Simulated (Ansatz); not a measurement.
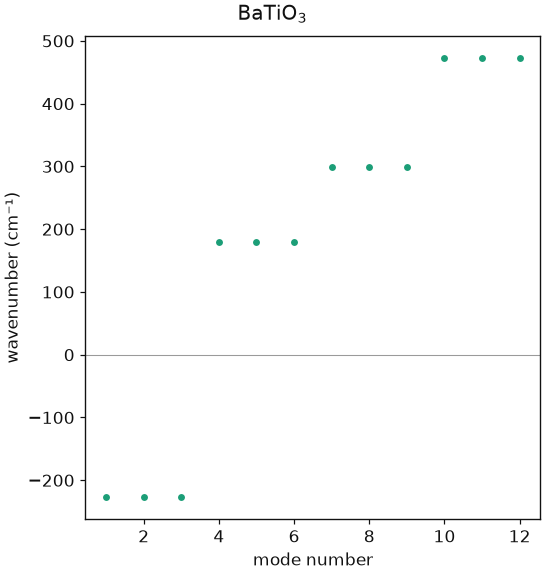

The figure shows the zone-centre optical phonon frequencies (the three acoustic modes are left out) for BaTiO₃, space group Pm-3m (No. 221) (cell built by us, not taken from a database). Imaginary frequencies are drawn as negative.

Structure:
```cif
data_structure
_symmetry_space_group_name_H-M 'P 1'
_symmetry_Int_Tables_number 1
_cell_length_a 3.9943
_cell_length_b 3.9943
_cell_length_c 3.9943
_cell_angle_alpha 90.000
_cell_angle_beta 90.000
_cell_angle_gamma 90.000
_cell_volume 63.73
loop_
_atom_site_label
_atom_site_type_symbol
_atom_site_fract_x
_atom_site_fract_y
_atom_site_fract_z
_atom_site_occupancy
Ba1 Ba 0.00000 0.00000 0.00000 1
Ti1 Ti 0.50000 0.50000 0.50000 1
O1 O 0.50000 0.50000 0.00000 1
O2 O 0.50000 0.00000 0.50000 1
O3 O 0.00000 0.50000 0.50000 1
```

How it was computed, with Ansatz 0.2.0: harmonic phonon frequencies at the zone centre with atoms at rest in the given cell, without the long-range term of polar modes, the three translations left out, imaginary frequencies are negative; plane waves with PAW datasets, Γ-centred k mesh. Level: r2SCAN, no spin polarisation.

```csv
setting,value
wave cutoff,500 eV
k mesh,8×8×8
occupations,fixed
pressure,0 GPa
phonon method,linear response
```

**Is the structure dynamically stable by these modes?**

Three modes are imaginary, the softest at 226.5i cm⁻¹, so the structure is dynamically unstable.

**Where does the highest mode lie?**

The highest mode lies at 472.5 cm⁻¹ (without the field of polar modes).

**List the optical modes with their degeneracies.**

226.5i (×3), 179.8 (×3), 299.3 (×3), 472.5 (×3) cm⁻¹.
